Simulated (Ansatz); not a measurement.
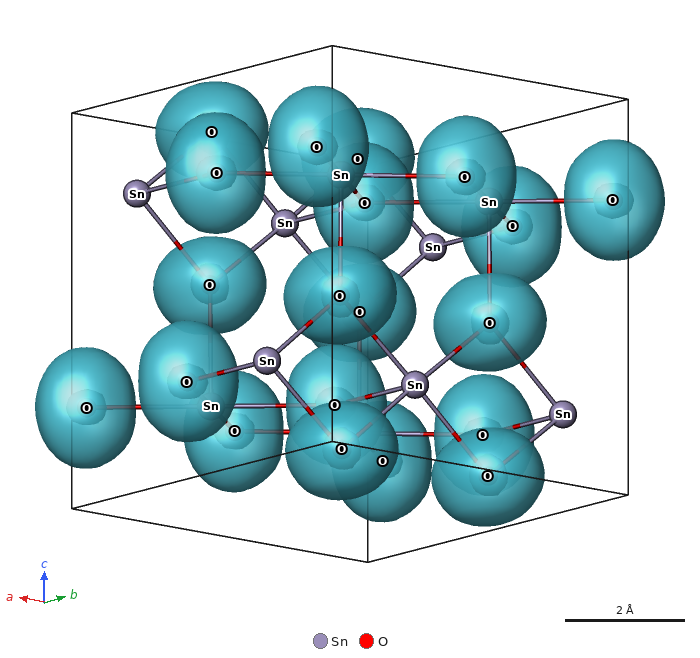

Figure 1: SnO₂. Isosurface of the ELF at 0.65 (cyan), seen at an oblique angle. Core shells and regions of very low density are left out. Sticks mark near contacts.

Space group Imma; a structure from a database of computed crystals, not necessarily the ambient phase; computed pressure about −10 GPa in this cell.

All numbers below come from Kohn-Sham DFT of a periodic cell, PBE0, Ansatz PAW in Ansatz.

Core electrons are frozen (PAW), and the valence fields are smoothed inside the atomic spheres.

> What do the ELF domains correspond to?

The ELF exceeds this value in 16 regions wrapped around O (the valence shell of each), counted in one cell of 24 atoms. Any copies at cell faces, edges or corners count once. Profiles from the grid: Sn–O (2.09 Å): the ELF peaks at about 0.80 in the valence shell of O, 0.6 Å from its nucleus, and is about 0.25 at the midpoint: no localised pair shows between them.

> Does the calculation give a band gap?

It is gapped, with a Kohn–Sham gap of 3.0 eV on the k-point mesh (the band edges may lie off the mesh, which would make the gap smaller).
